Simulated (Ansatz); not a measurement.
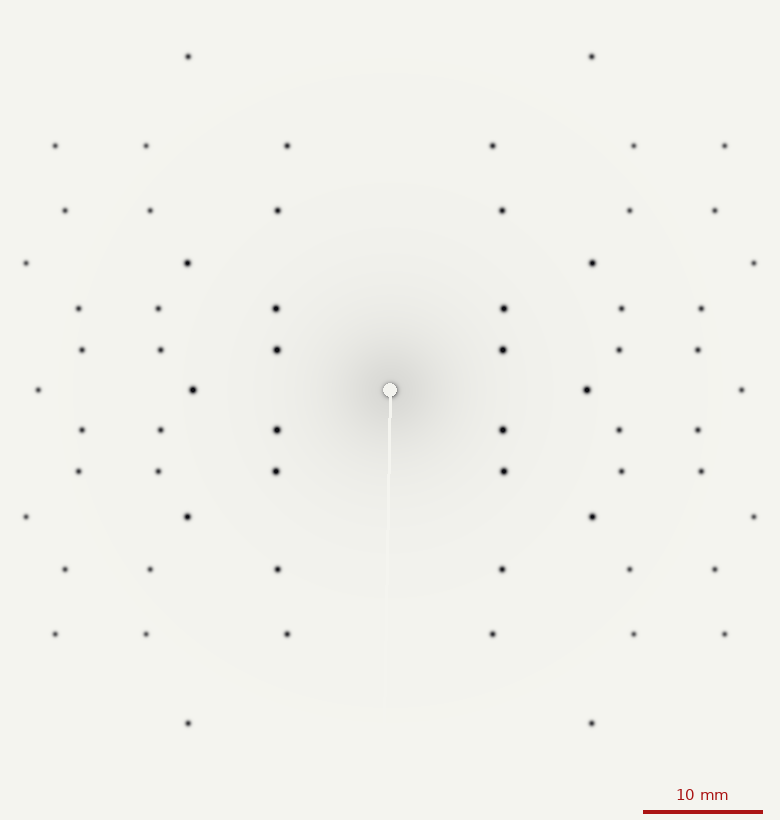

Simulated X-ray rotation photograph: Mo Kα radiation (λ = 0.7107 Å), cylindrical film of radius 28.65 mm unrolled, rotation axis vertical and normal to the beam, kinematic intensities without Lorentz or polarisation factors, the film spanning ±63° about the beam; spots down to d = 0.68 Å.

> What lattice repeat along the rotation axis do the layer lines give?

The first layer line lies 3.4 mm from the equator, so tan ν = 0.118, sin ν = 0.117 and the period is λ/sin ν = 6.08 Å. Further lines follow at 6.9, 10.7, 15.1, 20.6, 28.2 mm.

The crystal is Ni, space group Fm-3m (No. 225), a = 3.512 Å. Structure: coordinates from a relaxation with DFT PBE, scalar-relativistic, plane waves, PAW (Ansatz 0.2.0); the starting structure was generated, so it need not be a known form of this composition.

> About which axis was it rotated?

About [111] (or an equivalent direction), whose length in the conventional cell is 6.082 Å.
